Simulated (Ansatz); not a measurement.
```yaml
crystal:
  lattice:
    - [4.52000, 0.00000, 0.00000]
    - [0.00000, 4.52000, 0.00000]
    - [0.00000, 0.00000, 4.52000]
  atoms:
    - { symbol: Sc, position: [0.00000, 0.00000, 0.00000] }
    - { symbol: Sc, position: [0.50000, 0.50000, 0.00000] }
    - { symbol: Sc, position: [0.50000, 0.00000, 0.50000] }
    - { symbol: Sc, position: [0.00000, 0.50000, 0.50000] }
```

Space group Fm-3m. This isn't the usual form at ambient conditions.

Theory: DFT LDA, scalar-relativistic, plane waves, PAW (Ansatz).

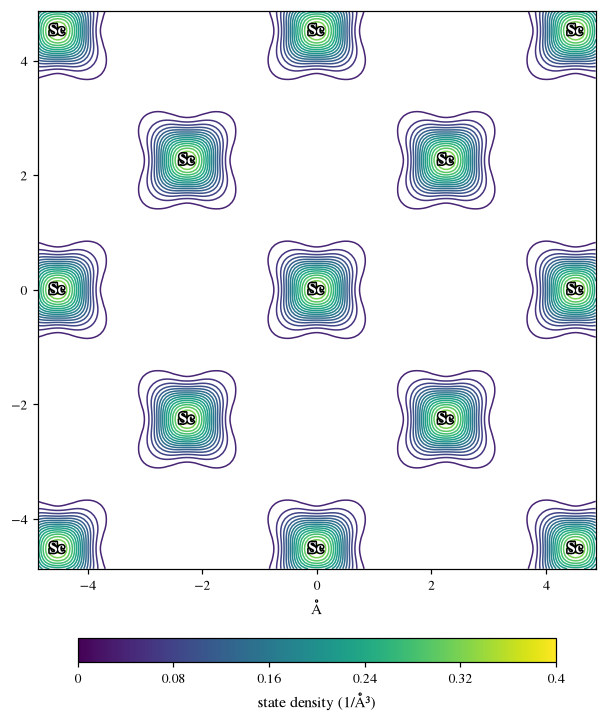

Sc. Density of the Kohn–Sham states from −0.25 to +0.25 eV about the Fermi level (the states at the Fermi level), scaled to one electron a cell: a map on the (001) plane of the conventional cell.

In a PAW calculation such maps are meaningful between the atoms, not at the nuclei.

What is the character of these states?

Projected on a minimal set of atomic orbitals (Löwdin), they are Sc 3d (95 %).

Cost of the run: 1.9 s on 1 thread of Arm Neoverse V1 (shared host), peak memory 0.28 GiB.
